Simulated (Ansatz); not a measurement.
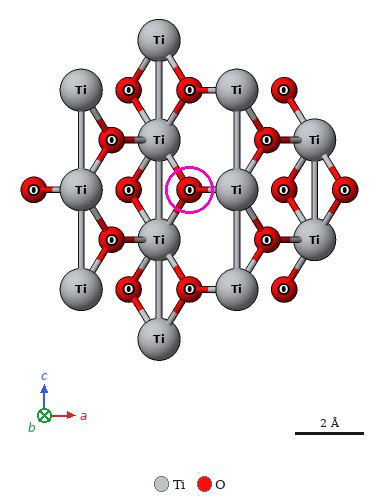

Perfect TiO2. The picture is a ball-and-stick view of the atoms within 4.6 Å of one point, in a slice 4.2 Å thick across the line of sight, seen along the b axis.

Computed with DFT, PBEsol, PAW, plane waves (Ansatz). (plane-wave cutoff 420 eV; k-point mesh 1 × 1 × 1; mesh shifted by (0.25, 0.25, 0.25); collinear spin) Fermi-Dirac smearing of 0.01 eV. The axes drawn are those of the host's conventional cell.

An oxygen atom is replaced by titanium at the ringed place, in charge state 0. The supercell has 72 sites, and the atoms are relaxed at the host's cell.

**Predict the relaxed surroundings of the defect.**

In the host the O atom has 3 Ti at 1.94 to 1.98 Å; the Ti atom ends with 5 O at 1.93 to 2.03 Å. Of the host's atoms, a titanium atom moves furthest from its site, by 0.35 Å. The Ti atom itself moves 1.61 Å from where it was put. The cell's net moment is 2.00 μB.

The relaxed defect, seen from the same direction:

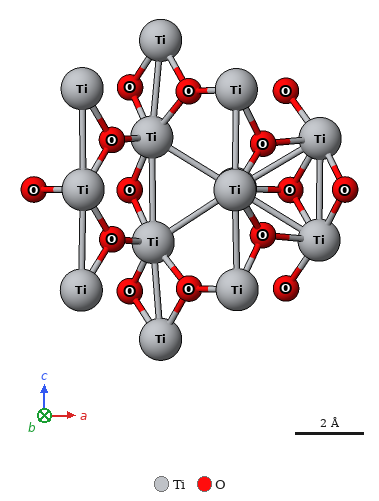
